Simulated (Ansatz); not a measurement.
System: Zn$_{15}$S$_{16}$ (cell charge −1, with a compensating background) (cell with a defect).

```yaml
crystal:
  lattice:
    - [-5.44231, -5.44231, 5.44231]
    - [5.44231, -5.44231, -5.44231]
    - [5.44231, 5.44231, 5.44231]
  atoms:
    - { symbol: Zn, position: [0.00661, 0.49981, 0.50027] }
    - { symbol: Zn, position: [0.50025, 0.25638, 0.25008] }
    - { symbol: Zn, position: [0.24979, 0.25623, 0.50055] }
    - { symbol: Zn, position: [0.99963, 0.24981, 0.75633] }
    - { symbol: Zn, position: [0.75004, 0.50004, 0.75000] }
    - { symbol: Zn, position: [0.50049, 0.50026, 0.00636] }
    - { symbol: Zn, position: [0.00670, 0.75019, 0.24981] }
    - { symbol: Zn, position: [0.74998, 0.00002, 0.24992] }
    - { symbol: Zn, position: [0.49369, 0.99395, 0.49337] }
    - { symbol: Zn, position: [0.24976, 0.99983, 0.74976] }
    - { symbol: Zn, position: [0.99943, 0.00621, 0.99962] }
    - { symbol: Zn, position: [0.75552, 0.24924, 0.99927] }
    - { symbol: Zn, position: [0.74422, 0.74356, 0.49343] }
    - { symbol: Zn, position: [0.49354, 0.74335, 0.74363] }
    - { symbol: Zn, position: [0.24996, 0.75071, 0.00636] }
    - { symbol: S, position: [0.25021, 0.74723, 0.24970] }
    - { symbol: S, position: [0.00023, 0.74951, 0.49946] }
    - { symbol: S, position: [0.49753, 0.50028, 0.25009] }
    - { symbol: S, position: [0.24989, 0.49956, 0.49701] }
    - { symbol: S, position: [0.00028, 0.49998, 0.75046] }
    - { symbol: S, position: [0.74971, 0.75002, 0.74957] }
    - { symbol: S, position: [0.49964, 0.74975, 0.99983] }
    - { symbol: S, position: [0.00025, 0.00034, 0.24991] }
    - { symbol: S, position: [0.75030, 0.25031, 0.24993] }
    - { symbol: S, position: [0.49964, 0.25000, 0.49970] }
    - { symbol: S, position: [0.25002, 0.25034, 0.75058] }
    - { symbol: S, position: [0.00235, 0.25280, 0.00284] }
    - { symbol: S, position: [0.75046, 0.49995, 0.00024] }
    - { symbol: S, position: [0.74980, 0.99971, 0.49999] }
    - { symbol: S, position: [0.49944, 0.99916, 0.74910] }
    - { symbol: S, position: [0.24996, 0.00062, 0.00025] }
```

Spin-polarised.

Computed with Ansatz 0.2.0, DFT PBE, scalar-relativistic, plane waves, PAW.

Question: What can the converged valence pseudo-density and electron localisation function tell about the bonding?

Answer: Zn–S (2.31 Å): ρ at the midpoint is about 0.52 e/Å³; the ELF peaks at about 0.90 in the valence shell of S, 0.9 Å from its nucleus, and is about 0.55 at the midpoint.
Zn–S (2.38 Å): ρ is about 0.47 e/Å³ halfway; the ELF peaks at about 0.90 in the valence shell of S, 0.9 Å from its nucleus, and is about 0.55 at the midpoint.

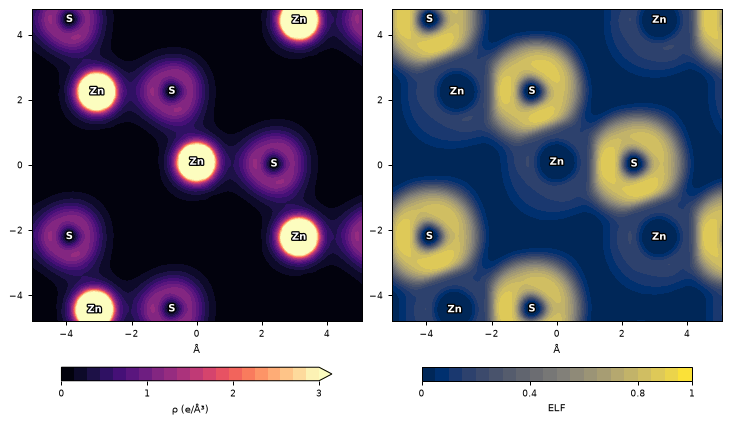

Computed valence pseudo-density and electron localisation function on the (010) plane of the calculation cell, in this order. 

In a PAW calculation such maps are meaningful between the atoms, not at the nuclei.
